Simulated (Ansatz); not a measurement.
# From Cu to Ag

System: Cu (1 atom in the cell).
Method of run A: DFT PBE, scalar-relativistic, plane waves, PAW, no spin polarisation (Ansatz 0.2.0).
System of run B: Ag (1 atom in the cell).

On run A: The structure derives from a Materials Project entry. On run B: The structure was made by swapping elements on the sites of another compound; it need not be a known phase. It belongs to a series of runs on one base structure; here: Cu -> Ag on all its sites, cell and atoms relaxed. Text and figures count atoms from 1; the logs count them from 0 in places.

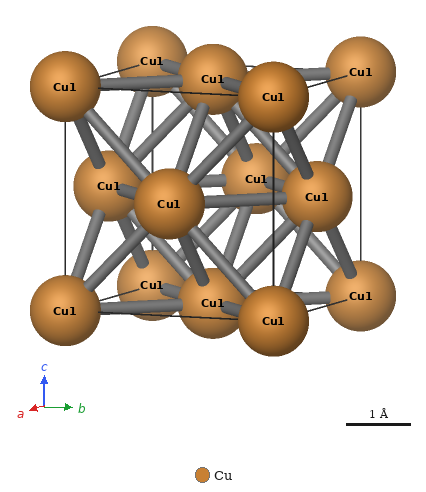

Fig. 1: The structure as given in the input (ball-and-stick view of the cell 4 times as large as that of the calculation, set on its symmetry axes, seen slightly off an axis; atoms are numbered from 1 in the order of the input). Near neighbours in the crystal (not all of them lie inside the picture): Cu has 12 Cu at 2.53 Å.

### Input, run A
```yaml
crystal:
  lattice:
    - [0.0, 1.7887153358, 1.7887153358]
    - [1.7887153358, 0.0, 1.7887153358]
    - [1.7887153358, 1.7887153358, 0.0]
  atoms:
    - { symbol: Cu, position: [0.0, 0.0, 0.0] }
basis:
  ecutwfc: 420
kpoints:
  mp_grid: { grid: [8, 8, 8] }
hamiltonian:
  xc: pbe
scf:
  occupations: { method: gaussian, width: 0.1 }
output:
  forces: true
  stress: true
  eigenvalues: true
```

Command:
```bash
ansatz run input.yaml --threads 1 --pin off --max-ram 2560MiB --backend cpu --events-out ev --progress --plain --runs-dir out
```

Hardware: 1 thread of Oxide Virtual Turin-like (Zen 5), 32 GiB of memory available, shared host.

### Output, shortened to warnings, some set-up lines, iterations and results (run A)
```
Basis set: ecut = 420 eV, 229 PW (Γ), exchange–correlation on 36×36×36 points (8 copies of the dense FFT grid, shifted against one another)
Symmetry: 48 space group operations
k-points: 29 of 512
Initial density: superposition of atomic densities (neutral atoms: chi_scale 0, normalization atom), corrected by the library's trained network
[...]
SCF iter   1: F=—  HF=-6625.131061 eV  |F-HF|=—  |Δ(HF+E_count)|=         —  Δρ=2.35e-3  dr2=3.74e-4  ethr=1.77e-3  ⟨swp⟩=5.0  Hψ=2007  notcnv=0
SCF iter   2: F=—  HF=-6625.131100 eV  |F-HF|=—  |Δ(HF+E_count)|=   3.92e-5  Δρ=4.10e-4  dr2=5.56e-6  ethr=1.97e-6  ⟨swp⟩=2.4  Hψ=805  notcnv=0
SCF iter   3: F=—  HF=-6625.131120 eV  |F-HF|=—  |Δ(HF+E_count)|=   1.98e-5  Δρ=2.27e-4  dr2=2.67e-6  ethr=2.93e-8  ⟨swp⟩=2.3  Hψ=669  notcnv=0
SCF iter   4: F=-6625.131123 eV  HF=-6625.131123 eV  |F-HF|=1.25e-8  |Δ(HF+E_count)|=   3.05e-6  Δρ=1.57e-5  dr2=5.52e-9  ethr=1.41e-8  ⟨swp⟩=2.6  Hψ=535  notcnv=0
SCF iter   5: F=-6625.131123 eV  HF=-6625.131123 eV  |F-HF|=1.16e-10  |Δ(HF+E_count)|=   2.10e-8  Δρ=1.58e-6  dr2=5.85e-11  ethr=2.91e-11  ⟨swp⟩=2.2  Hψ=646  notcnv=0
SCF iter   6: F=-6625.131123 eV  HF=-6625.131123 eV  |F-HF|=9.09e-13  |Δ(HF+E_count)|=  1.45e-10  Δρ=6.92e-8  dr2=1.74e-13  ethr=1.00e-12  ⟨swp⟩=2.0  Hψ=1150  notcnv=0
SCF 1 converged in 6 iterations: F = -6625.131123 eV  dr2 = 1.74e-13
SCF converged after 6 iterations
Free energy (F): -6625.131123 eV
Harris-Foulkes:  -6625.131123 eV  (|F-HF|=9.09e-13)
Internal energy: -6625.127725 eV  (E = F + TS)
E sigma→0 (E₀):  -6625.129424 eV
Entropy (-TS):   -0.003398 eV (-3.398 meV/atom)
Fermi energy:    17.414198 eV
--- Per-component energies (eV) ---
  E_band       = -347.693791
  E_kinetic    = 300.420440
  E_local      = -3992.689698  (includes V_loc(G=0)·N_el)
  E_nonlocal   = 389.480548
  E_hartree    = 1761.049755
  E_xc         = -89.878521
  E_vxc        = -116.010864  (∫ρ·V_xc dr)
  E_paw        = -1662.438242  (= ΣΔE_a)
  E_vpaw       = -450.994010  (= ΣTr[D̂ρ^β])
  E_aug_tail   = 0.000265  (compensation charges beyond the density's cutoff)
  E_ewald      = -3331.072271
  E_smearing   = -0.003398  (= −TS)
  E_closure    = -0.000000  (closes the sum)
  Σ components = -6625.131123   (vs F -6625.131123, Δ=0.00e0)
--- Forces (eV/Å), atoms counted from 1 ---
  atom   1  Cu    -0.00000000     0.00000000    -0.00000000
  max |Σ_I F_I| component: 1.19e-31 eV/Å
--- Stress (GPa, compression-positive) ---
        7.764443       0.000000      -0.000000
        0.000000       7.764443       0.000000
        0.000000       0.000000       7.764443
  P = ⅓ Tr σ = 7.7644 GPa (77.644 kbar)
```

For run B the input was changed thus:
```diff
-    - [0.0, 1.7887153358, 1.7887153358]
-    - [1.7887153358, 0.0, 1.7887153358]
-    - [1.7887153358, 1.7887153358, 0.0]
+    - [0.0, 1.9341602429, 1.9341602429]
+    - [1.9341602429, 0.0, 1.9341602429]
+    - [1.9341602429, 1.9341602429, 0.0]
-    - { symbol: Cu, position: [0.0, 0.0, 0.0] }
+    - { symbol: Ag, position: [0.0, 0.0, 0.0] }
```

What does this change do to the results?

The total energies belong to different systems, so their difference says nothing on which is more stable or more accurate. The pressure goes from 7.76 to 35.91 GPa. The volume per atom goes from 11.45 to 14.47 Å³. The number of SCF iterations is the same. The plane waves at Γ go from 229 to 283.

### Output, shortened to warnings, some set-up lines, iterations and results (run B)
```
Basis set: ecut = 420 eV, 283 PW (Γ), exchange–correlation on 40×40×40 points (8 copies of the dense FFT grid, shifted against one another)
Symmetry: 48 space group operations
k-points: 29 of 512
Initial density: superposition of atomic densities (neutral atoms: chi_scale 0, normalization atom), corrected by the library's trained network
[...]
SCF iter   1: F=—  HF=-7590.221075 eV  |F-HF|=—  |Δ(HF+E_count)|=         —  Δρ=1.87e-3  dr2=3.46e-4  ethr=1.77e-3  ⟨swp⟩=4.6  Hψ=2014  notcnv=0
SCF iter   2: F=—  HF=-7590.221072 eV  |F-HF|=—  |Δ(HF+E_count)|=   2.57e-6  Δρ=1.10e-3  dr2=9.69e-5  ethr=1.82e-6  ⟨swp⟩=2.3  Hψ=816  notcnv=0
SCF iter   3: F=—  HF=-7590.221052 eV  |F-HF|=—  |Δ(HF+E_count)|=   2.09e-5  Δρ=4.39e-4  dr2=4.43e-6  ethr=5.10e-7  ⟨swp⟩=2.1  Hψ=554  notcnv=0
SCF iter   4: F=—  HF=-7590.221073 eV  |F-HF|=—  |Δ(HF+E_count)|=   2.19e-5  Δρ=1.65e-4  dr2=3.32e-6  ethr=2.33e-8  ⟨swp⟩=2.0  Hψ=672  notcnv=0
SCF iter   5: F=—  HF=-7590.221073 eV  |F-HF|=—  |Δ(HF+E_count)|=   7.42e-7  Δρ=2.93e-5  dr2=1.13e-7  ethr=1.75e-8  ⟨swp⟩=2.7  Hψ=584  notcnv=0
SCF iter   6: F=-7590.221073 eV  HF=-7590.221073 eV  |F-HF|=5.62e-9  |Δ(HF+E_count)|=   3.05e-8  Δρ=7.26e-6  dr2=7.05e-9  ethr=5.26e-10  ⟨swp⟩=4.3  Hψ=1242  notcnv=0
SCF 1 converged in 6 iterations: F = -7590.221073 eV  dr2 = 7.05e-9
SCF converged after 6 iterations
Free energy (F): -7590.221073 eV
Harris-Foulkes:  -7590.221073 eV  (|F-HF|=5.62e-9)
Internal energy: -7590.218038 eV  (E = F + TS)
E sigma→0 (E₀):  -7590.219555 eV
Entropy (-TS):   -0.003035 eV (-3.035 meV/atom)
Fermi energy:    21.403751 eV
--- Per-component energies (eV) ---
  E_band       = -166.434554
  E_kinetic    = 530.812211
  E_local      = -1934.683755  (includes V_loc(G=0)·N_el)
  E_nonlocal   = 79.442077
  E_hartree    = 903.124028
  E_xc         = -186.653127
  E_vxc        = -237.380986  (∫ρ·V_xc dr)
  E_paw        = -3901.677346  (= ΣΔE_a)
  E_vpaw       = -410.867411  (= ΣTr[D̂ρ^β])
  E_aug_tail   = 0.000301  (compensation charges beyond the density's cutoff)
  E_ewald      = -3080.582427
  E_smearing   = -0.003035  (= −TS)
  E_closure    = 0.000000  (closes the sum)
  Σ components = -7590.221073   (vs F -7590.221073, Δ=0.00e0)
--- Forces (eV/Å), atoms counted from 1 ---
  atom   1  Ag    -0.00000000     0.00000000     0.00000000
  max |Σ_I F_I| component: 1.27e-31 eV/Å
--- Stress (GPa, compression-positive) ---
       35.914962      -0.000000       0.000000
       -0.000000      35.914962      -0.000000
        0.000000       0.000000      35.914962
  P = ⅓ Tr σ = 35.9150 GPa (359.150 kbar)
```

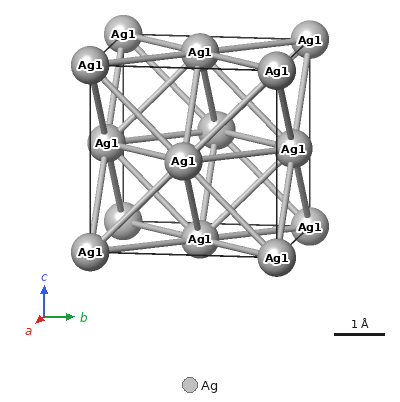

Fig. 2: The input structure of run B (ball-and-stick view of the cell 4 times as large as that of the calculation, set on its symmetry axes, seen slightly off an axis; atoms are numbered from 1 in the order of the input).

### The two runs side by side

| quantity | run A | run B |
| --- | --- | --- |
| outcome | converged | converged |
| free energy per atom (eV) | −6625.1311 | −7590.2211 |
| energy per atom, smearing taken to zero (eV) | −6625.1294 | −7590.2196 |
| gap on the mesh (eV) | 0.00 | 0.00 |
| pressure (GPa) | 7.76 | 35.91 |
| volume per atom (Å³) | 11.45 | 14.47 |
| largest force (eV/Å) | 0.000 | 0.000 |
| SCF iterations | 6 | 6 |
| irreducible k-points | 29 | 29 |
| plane waves at Γ | 229 | 283 |

For run A: The cell is under a pressure of 7.8 GPa at this level, so it is not at its equilibrium volume. For run B: The cell is under a pressure of 36 GPa at this level, so it is not at its equilibrium volume.
